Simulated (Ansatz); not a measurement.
The cell of VO₂ in space group P4_2/mnm. Origin of the cell: coordinates from a relaxation at fixed volume with DFT PBE, scalar-relativistic, plane waves, PAW (Ansatz 0.2.0).

```
CELL_PARAMETERS angstrom
4.53366 0.00000 0.00000
0.00000 4.53366 0.00000
0.00000 0.00000 2.81410
ATOMIC_POSITIONS crystal
V 0.00000 0.00000 0.50000
V 0.50000 0.50000 0.00000
O 0.29872 0.29872 0.50000
O 0.70128 0.70128 0.50000
O 0.20128 0.79872 0.00000
O 0.79872 0.20128 0.00000
```

Bond valence s = exp((R0 − d)/b), R0 fitted to published crystal structures with b = 0.37 Å, summed over all anions within 5 Å; R0 in Å: V4+–O 1.773.

Calculate the bond-valence sums (anions within 5 Å).

Answer.
```csv
site,"x, y, z",formal valence,bond-valence sum,difference
V1,"0.000, 0.000, 0.500",+4,4.25,0.25
O1,"0.299, 0.299, 0.500",−2,2.13,0.13
```

The global instability index (root mean square of the differences over all atoms) is 0.18 v.u.: moderate strain, common in real structures. Cells relaxed with PBE tend to have slightly long bonds, which lowers the sums.

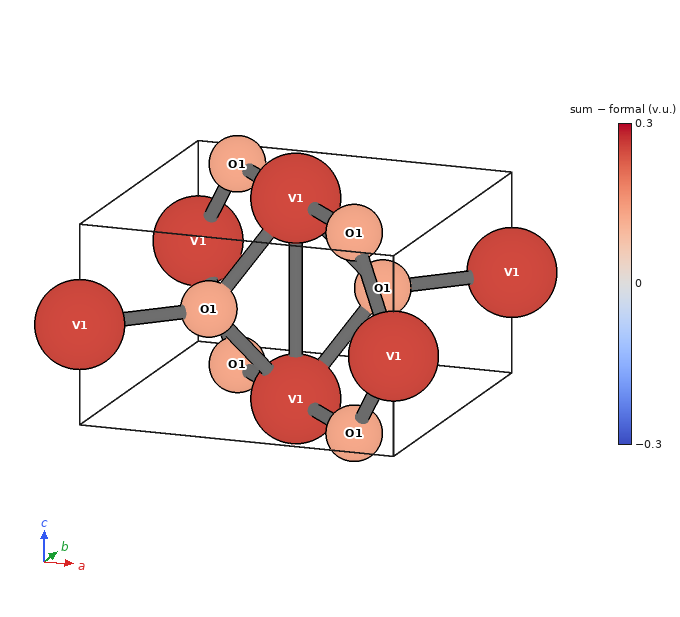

Atoms coloured by sum less the size of the formal valence, view slightly off an axis.
